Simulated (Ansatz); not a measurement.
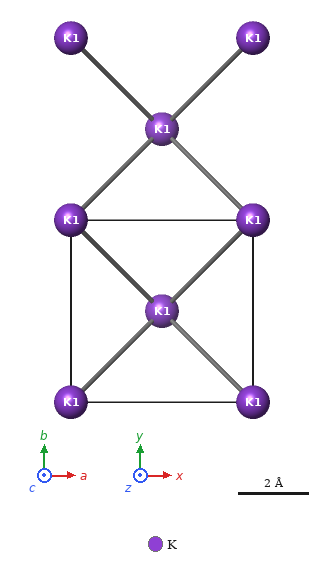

A scan of crystalline K (Im-3m): the cell is strained equally along x and y, with the atoms kept at their fractional coordinates. x, y and z are the Cartesian axes of the input. The picture shows the reference cell. Style: ball-and-stick. Shown: the conventional cell (2 times the calculation's cell), repeated 1 × 2 × 1 with one cell outlined, along the c axis. Lengths and directions refer to the drawn axes.

All numbers below come from Ansatz 0.2.0, DFT PBEsol, scalar-relativistic, plane waves, PAW. (plane-wave cutoff 420 eV; k-point mesh 14 × 14 × 14; occupations gaussian; smearing width 0.15 eV; no spin polarisation). Energies (free energies at the smearing named) are counted from the cell as listed in its source, which wasn't relaxed.

```
CELL_PARAMETERS angstrom
-2.61800 2.61800 2.61800
2.61800 -2.61800 2.61800
2.61800 2.61800 -2.61800
ATOMIC_POSITIONS crystal
K 0.00000 0.00000 0.00000
```

**Give the energy at each point (the strain: −0.100, −0.075, −0.050, 0.000, 0.025, 0.050, 0.075, 0.100).**

```csv
strain,energy change (meV/atom)
−0.100,37.5
−0.075,19.1
−0.050,7.4
0.000,0.0
0.025,2.9
0.050,9.4
0.075,18.9
0.100,30.9
```

The lowest computed point lies at the strain 0.00 (0.0 meV/atom). At the ends of the scan the energy is 37.5 meV/atom (−0.10) and 30.9 meV/atom (0.10). The distortion takes the space group from Im-3m to I4/mmm. At the strain −0.10 the cell of the drawing goes a 5.236 → 4.712 Å, b 5.236 → 4.712 Å.

As a plot:

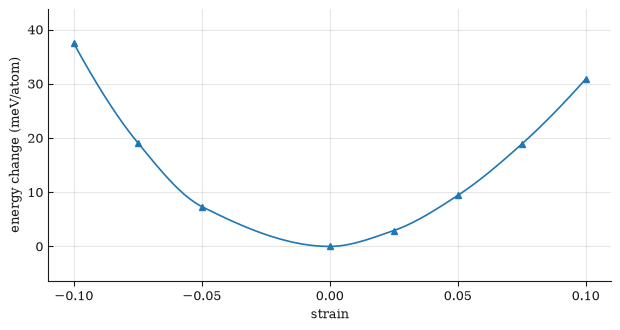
